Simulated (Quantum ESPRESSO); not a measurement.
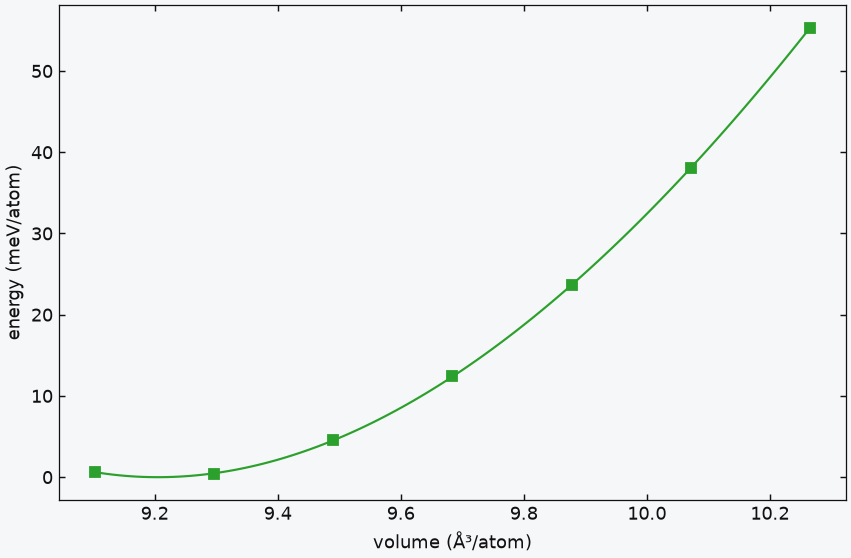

Plotted: energy against volume.

How it was computed, with Quantum ESPRESSO 7.5: plane-wave DFT, collinear spins; energies at scaled volumes of the given cell, shape and fractions fixed, counted from the fit's minimum, third-order Birch-Murnaghan fit. Level: rev-vdW-DF2, collinear spin.

Question: For which of these solids was it computed?
A. CeO₂, Fm-3m (No. 225)
B. Ni, Fm-3m (No. 225)
C. CoO, Fm-3m (No. 225)

Answer: C, CoO: energy from 0.40 meV/atom to 55.33 meV/atom, V0 9.205 Å³/atom, B0 172 GPa. The others give: Ni, energy from 0.37 meV/atom to 36.25 meV/atom, V0 10.57 Å³/atom, B0 216 GPa; CeO₂, energy from 0.04 meV/atom to 57.80 meV/atom, V0 13.47 Å³/atom, B0 181 GPa.

For CeO₂, limits of the calculation: may lie on a higher state; potentials made for another functional.

For CoO, limits of the calculation: potentials made for another functional.

For Ni, limits of the calculation: potentials made for another functional.
